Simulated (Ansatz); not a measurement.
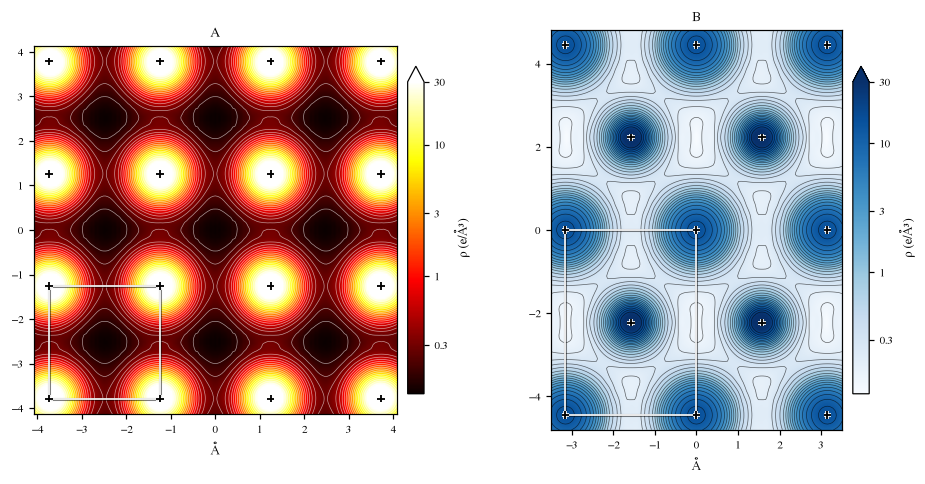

The valence electron density of 2 systems, each on a plane through atoms (crosses mark nuclei in the plane).

Level of theory: Ansatz, Kohn-Sham DFT of a periodic cell, PBEsol, Ansatz PAW.

System 1: ZnAu, the (011̄) plane of the conventional cell. Space group Pm-3m; computed pressure about −2 GPa in this cell.

```
CELL_PARAMETERS angstrom
3.14700 0.00000 0.00000
0.00000 3.14700 0.00000
0.00000 0.00000 3.14700
ATOMIC_POSITIONS crystal
Au 0.00000 0.00000 0.00000
Zn 0.50000 0.50000 0.50000
```

System 2: Cu, the (010) plane of the conventional cell. Space group Cmcm; a structure from a database of computed crystals, not necessarily the ambient phase; computed pressure about −9 GPa in this cell.

```cif
data_structure
_symmetry_space_group_name_H-M 'P 1'
_symmetry_Int_Tables_number 1
_cell_length_a 2.4847
_cell_length_b 8.1087
_cell_length_c 2.5240
_cell_angle_alpha 90.000
_cell_angle_beta 90.000
_cell_angle_gamma 90.000
_cell_volume 50.85
loop_
_atom_site_label
_atom_site_type_symbol
_atom_site_fract_x
_atom_site_fract_y
_atom_site_fract_z
_atom_site_occupancy
Cu1 Cu 0.00000 0.13387 0.75000 1
Cu2 Cu 0.50000 0.63387 0.75000 1
Cu3 Cu 0.00000 0.86613 0.25000 1
Cu4 Cu 0.50000 0.36613 0.25000 1
```

Match each panel to its system.

Answer. Panel A is system 2, Cu: the plane holds Cu. Cu–Cu (2.48 Å): the density is about 0.28 e/Å³ at the midpoint. Panel B is system 1, ZnAu: the plane holds Au and Zn. Zn–Au (2.73 Å): ρ at the midpoint is about 0.3 e/Å³.
